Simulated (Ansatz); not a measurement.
## Electronic structure of WSe2 in real space

```
CELL_PARAMETERS angstrom
7.59412 0.00000 0.00000
0.00000 7.59412 0.00000
0.00000 0.00000 7.59412
ATOMIC_POSITIONS crystal
W 0.00000 0.00000 0.00000
W 0.50000 0.50000 0.00000
W 0.50000 0.00000 0.50000
W 0.00000 0.50000 0.50000
W 0.25000 0.25000 0.25000
W 0.75000 0.75000 0.25000
W 0.75000 0.25000 0.75000
W 0.25000 0.75000 0.75000
Se 0.62500 0.12500 0.12500
Se 0.12500 0.62500 0.12500
Se 0.12500 0.12500 0.62500
Se 0.62500 0.62500 0.62500
Se 0.62500 0.37500 0.37500
Se 0.12500 0.87500 0.37500
Se 0.12500 0.37500 0.87500
Se 0.62500 0.87500 0.87500
Se 0.87500 0.37500 0.12500
Se 0.37500 0.87500 0.12500
Se 0.37500 0.37500 0.62500
Se 0.87500 0.87500 0.62500
Se 0.87500 0.12500 0.37500
Se 0.37500 0.62500 0.37500
Se 0.37500 0.12500 0.87500
Se 0.87500 0.62500 0.87500
```

Space group Fd-3m; started from the cubic Laves (C15)_227 prototype, which need not be the ambient phase.

All numbers below come from DFT PBE, scalar-relativistic, plane waves, PAW in Ansatz.

Core electrons are frozen (PAW), and the valence fields are smoothed inside the atomic spheres.

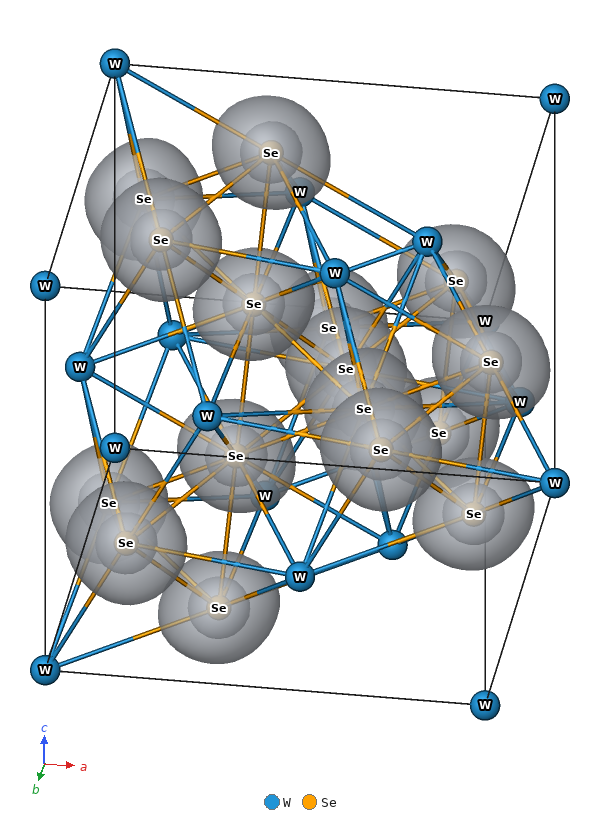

Figure 1. Isosurface of the electron localisation function at 0.65 (grey), seen at an oblique angle. Core shells and regions of very low density are left out. Sticks mark near contacts.

### What do the ELF domains correspond to?

The surface consists of 16 regions wrapped around Se (the valence shell of each), counted in one cell of 24 atoms. Regions shared between cells count once. Along the contacts the grid gives the following. Se–Se (2.68 Å): the ELF is about 0.35 at the midpoint. W–Se (3.15 Å): the ELF is about 0.25 at the midpoint: no shared electron pair shows on this line.

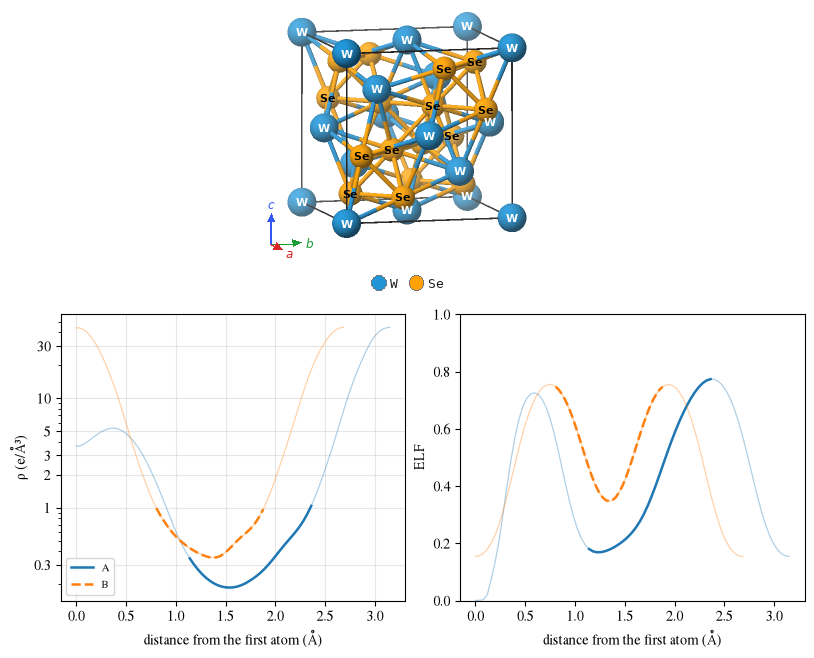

Figure 2. Valence pseudo-density and ELF along straight lines between neighbouring atoms. Thin, pale parts lie inside the atomic spheres. The structure is drawn too.

### Which curve belongs to which contact (Se–Se and W–Se)? The first atom named is at distance zero.

Curve A: W–Se (3.15 Å): ρ at the midpoint is about 0.19 e/Å³; the ELF is about 0.25 at the midpoint (no shared electron pair shows on this line). Curve B: Se–Se (2.68 Å): ρ is about 0.35 e/Å³ halfway; the ELF is about 0.35 at the midpoint.

### Does the calculation give a band gap?

It is gapless in this calculation (a metal or semimetal); semilocal functionals without U, or without the true magnetic order, often close the gap of such compounds.
